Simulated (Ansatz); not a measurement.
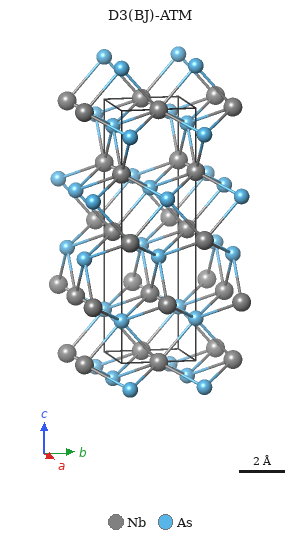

A crystal of NbAs (set up in I4_1md), relaxed (cell and atoms) with several dispersion corrections. The picture shows the result with D3(BJ)-ATM. A ball-and-stick model of the conventional cell (2 times the calculation's cell), seen slightly off an axis. Lengths and directions refer to the drawn axes.

Computed with Ansatz 0.2.0: PBEsol, Ansatz PAW. (plane-wave cutoff 420 eV; k-point mesh 11 × 11 × 11; occupations fermi-dirac; smearing width 0.05 eV; no spin polarisation; cell and atoms relaxed; force threshold 0.01 eV/Å)

```json
{"dispersion correction": "D3(BJ)-ATM", "volume (Å³/atom)": "16.680", "a (Å)": "3.414", "c (Å)": "11.447"}
{"dispersion correction": "none", "volume (Å³/atom)": "17.146", "a (Å)": "3.440", "c (Å)": "11.594"}
{"dispersion correction": "D3(BJ)", "volume (Å³/atom)": "16.581", "a (Å)": "3.409", "c (Å)": "11.418"}
{"dispersion correction": "D4", "volume (Å³/atom)": "?", "a (Å)": "?", "c (Å)": "?"}
```

Question: One row is withheld. What does the calculation give there?

Answer: With D4 the volume falls between D3(BJ)-ATM (16.680) and none (17.146). The calculation gives 16.926 Å³/atom (a = 3.428 Å, c = 11.525 Å). In order of volume: D3(BJ) < D3(BJ)-ATM < D4 < none; the spread is 3.4 %.
